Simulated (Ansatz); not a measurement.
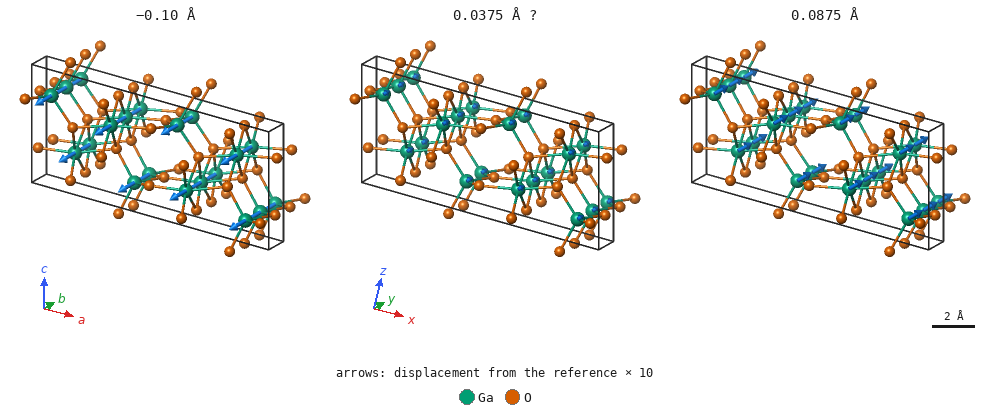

Energy scan for solid Ga₂O₃ (C2/m), in which the whole Ga sublattice is shifted rigidly, along Cartesian [1 1 1], all else fixed. Style: ball-and-stick. Shown: the conventional cell (2 times the calculation's cell), repeated 1 × 2 × 1 with one cell outlined, slightly off an axis. Blue arrows: displacements from the reference. Lengths and directions refer to the drawn axes.

These are results of DFT r2SCAN, scalar-relativistic, plane waves, PAW (Ansatz 0.2.0), not measurements. (plane-wave cutoff 500 eV; k-point mesh 8 × 8 × 4; occupations gaussian; smearing width 0.05 eV; no spin polarisation). Energies (free energies at the smearing named) are counted from the relaxed crystal.

```
displacement (Å)  ΔE (meV/cell)
         −0.1000          270.3
         −0.0500           67.1
          0.0000            0.0
          0.0125            4.2
          0.0250           16.7
          0.0375              ?
          0.0625          105.0
          0.0750          151.4
          0.0875          206.5
```

Q: Fill in the missing row.

A: A straight line between the two neighbours gives 46.1 meV/cell. A cubic through the four nearest rows (0.0125, 0.0250, 0.0625, 0.0750) gives, with Lagrange weights, (−0.3000)(4.2) + (1.0000)(16.7) + (0.5000)(105.0) + (−0.2000)(151.4) = 37.7 meV/cell. The calculation gives 37.7 meV/cell, so the cubic is right to the digits shown and the straight line 8.4 meV/cell too high, as the curve bends upwards here.

The whole profile:

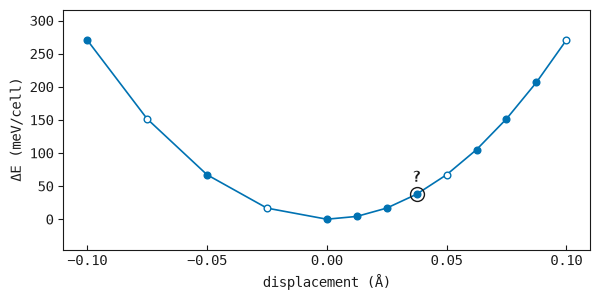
